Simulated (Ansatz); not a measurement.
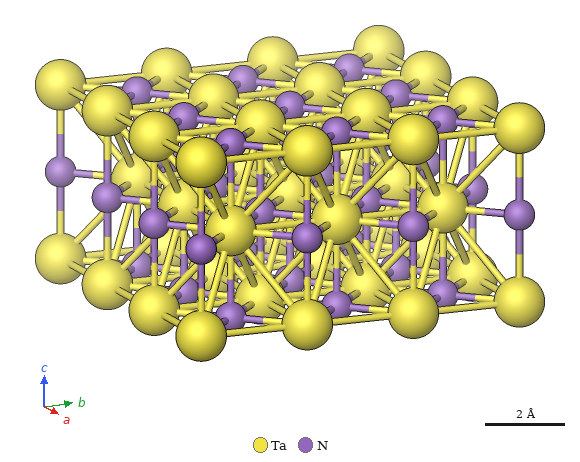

Solid TaN (set up in I4/mmm), before the relaxation. A ball-and-stick model of the conventional cell (2 times the calculation's cell), repeated 3 × 3 × 1 with one cell outlined, seen slightly off an axis. Lengths and directions refer to the drawn axes.

Case: film's bulk on the substrate's plane, third vector and atoms relaxed.

All numbers below come from Ansatz 0.2.0, DFT PBEsol, scalar-relativistic, plane waves, PAW.

The input:
```yaml
crystal:
  lattice:
    - [2.9726300482, 0.0, 0.0]
    - [0.0, 2.9726300482, 0.0]
    - [1.4863150241, 1.4863150241, 2.2955419956]
  atoms:
    - { symbol: Ta, position: [0.0, 0.0, 0.0] }
    - { symbol: "N", position: [0.5, 0.5, 0.0] }
basis:
  ecutwfc: 420
kpoints:
  mp_grid: { grid: [12, 12, 15] }
hamiltonian:
  xc: pbesol
scf:
  occupations: { method: gaussian, width: 0.1 }
output:
  forces: true
  stress: true
  eigenvalues: true
relax:
  adjacent_minimum: "off"
  f_tol: 0.01
  max_steps: 50
  cell: { fix: [a, b, gamma], stress_tol: 0.1 }
```

Command:
```bash
ansatz run input.yaml --threads 2 --pin off --max-ram 5120MiB --backend cpu --events-out ev --progress --plain --runs-dir out
```

Where does the relaxation end?

The atoms keep their places relative to the cell (all moves are under 0.005 Å). The drawn cell changes as follows: a = b unchanged at 2.973 Å, c 4.591 → 4.467 Å (−2.7 %); the volume changes by −2.7 %. Some distances before and after: Ta1–N2 2.296 → 2.234 Å, Ta1–Ta1 3.113 → 3.068 Å. The space group stays I4/mmm (No. 139). After 4 accepted moves (6 points after the start) the energy has fallen by 24.2 meV per cell of the calculation. All forces vanish by symmetry, so only the cell relaxes. Pressure: 19.52 GPa at the start and 27.87 GPa at the end. At 2 points the geometry stayed and the basis and grid were re-selected for the new cell (energy shift of 1.4 meV per cell of the calculation at most each time).

After the run, drawn alike:

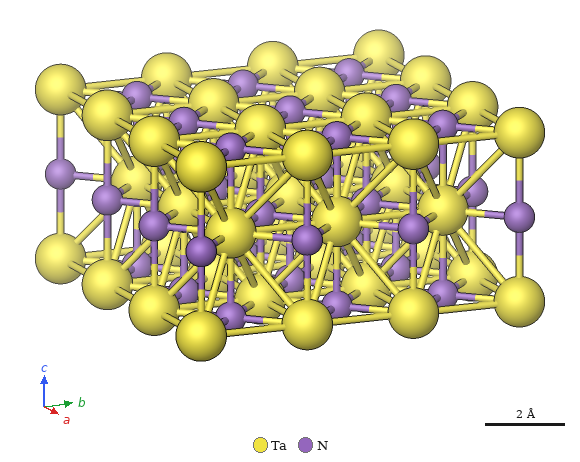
